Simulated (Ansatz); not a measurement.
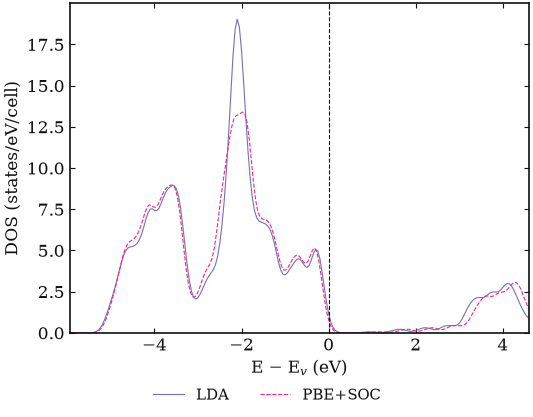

Total densities of states of AgCl, space group P6_3/mmc, 4 atoms in the cell, NiAs type, by two methods on the same cell. The curves are built from the levels of the k mesh with Gaussians 0.3 eV wide, which also blur the band edges. Each is counted from its own valence-band top.

### What changes from one method to the other?

LDA gives a gap of 0.61 eV and PBE+SOC gives a gap of 0.84 eV.

Settings. LDA: DFT, LDA, plane waves, PAW, no spin polarisation, 12×12×4 k mesh, 420 eV cutoff (Ansatz). PBE+SOC: DFT, PBE with spin-orbit coupling, plane waves, PAW, 12×12×4 k mesh, 420 eV cutoff (Ansatz 0.2.0).
